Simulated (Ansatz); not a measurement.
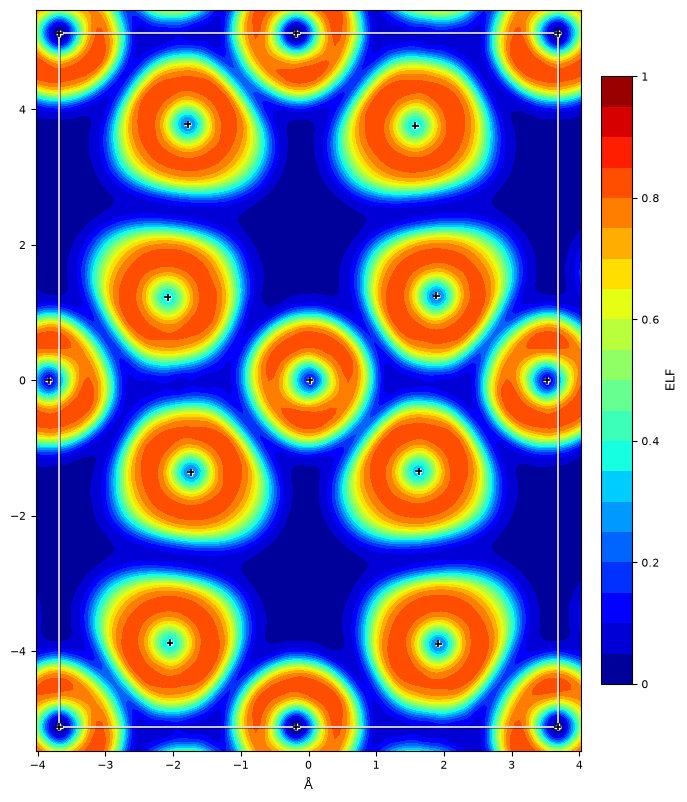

The ELF on a plane through atoms (crosses mark nuclei in the plane).

These are results of Ansatz, DFT PBE, scalar-relativistic, plane waves, PAW, not measurements.

Candidates:
A. TiSi2, a = 3.55 Å, b = 13.56 Å, c = 3.58 Å, α = 90.00°, β = 90.00°, γ = 90.00°. Space group Cmcm; a structure from a database of computed crystals, not necessarily the ambient phase; computed without spin polarisation.
B. Zr9O16 (cell with a defect), a = 7.24 Å, b = 7.24 Å, c = 7.36 Å, α = 119.48°, β = 119.48°, γ = 90.00°. 

**Which candidate gave the map?**

Candidate B: Zr9O16 on the (110) plane of the calculation cell, which holds Zr and O. Zr–O (2.06 Å): the ELF peaks at about 0.85 in the valence shell of O, 0.6 Å from its nucleus, and drops to about 0.25 between the two atoms; no localised pair shows between them. Zr–O (2.15 Å): the ELF peaks at about 0.85 in the valence shell of O, 0.6 Å from its nucleus, and drops to about 0.20 between the two atoms: no shared electron pair shows on this line.
